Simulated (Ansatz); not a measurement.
AlAs (F-43m, No. 216): the geometry relaxed with DFT, PAW plane waves, r2scan in Ansatz; the starting structure was generated, so it need not be a known form of this composition.

```
CELL_PARAMETERS angstrom
5.67787 0.00000 0.00000
0.00000 5.67787 0.00000
0.00000 0.00000 5.67787
ATOMIC_POSITIONS crystal
Al 0.25000 0.25000 0.25000
As 0.00000 0.00000 0.00000
Al 0.25000 0.75000 0.75000
As 0.00000 0.50000 0.50000
Al 0.75000 0.25000 0.75000
As 0.50000 0.00000 0.50000
Al 0.75000 0.75000 0.25000
As 0.50000 0.50000 0.00000
```

> What will a map of the projected electrostatic potential along [111] show? Computed as the sum of neutral-atom potentials (tabulated electron scattering factors, B = 0.5 Å²) projected along the beam and smoothed by 0.25 Å; brighter is more positive. The display is stretched by a gamma of 0.6; percentages refer to the linear signal.

The columns repeat on a hexagonal net with a repeat of 2.32 Å (plane group p6mm). All columns are alike (As + Al). The shortest distance between visible columns is 2.32 Å in projection. Along the beam the structure repeats every 9.83 Å.

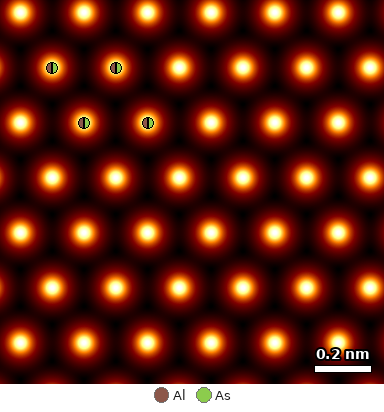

The simulated image, with the columns of the model marked in one corner.

> What mean inner potential do neutral atoms give for this crystal?

About 14 V (the sum of the forward scattering factors over the cell volume; bonding usually lowers the true value).
